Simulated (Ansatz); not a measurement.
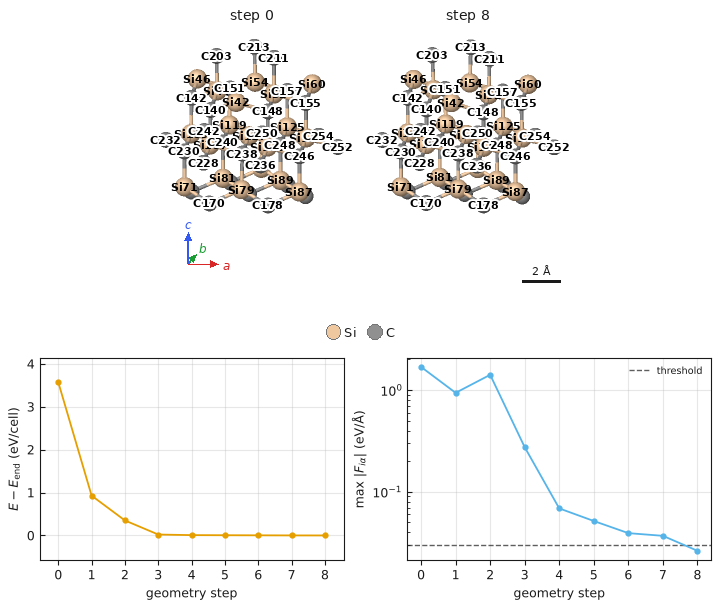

First and last geometry of a relaxation of a defect cell of composition Si$_{128}$C$_{127}$, with the history of the run. The picture is a ball-and-stick view of the atoms within 5.0 Å of the atom that moves most (axes of the cell of the calculation), seen slightly off an axis.

Computed with DFT, PBEsol, PAW, plane waves in Ansatz 0.2.0. Set-up: plane-wave cutoff 420 eV; k-point mesh 1 × 1 × 1; mesh shifted by (0.25, 0.25, 0.25); collinear spin; atoms relaxed in a fixed cell; force threshold 0.03 eV/Å; at most 80 steps.

**What do the curves and the structures tell?**

It converged. After 8 geometry steps the energy has fallen by 3.570 eV per cell of the calculation. The largest force component goes from 1.7 to 0.026 eV/Å. The largest move is that of a Si atom, 0.11 Å along [2 2 1]. By element the largest moves are Si 0.11 Å, C 0.07 Å. The lattice vectors keep their values. Some distances before and after: C–Si 1.954 → 1.882 Å, C–Si 1.817 → 1.884 Å, C–Si 1.856 → 1.910 Å, C–Si 1.933 → 1.884 Å. Among the angles between lasting bonds that change: C–Si–C 110.9° → 105.7°, Si–C–Si 111.3° → 107.1°, C–Si–C 106.3° → 110.0°.
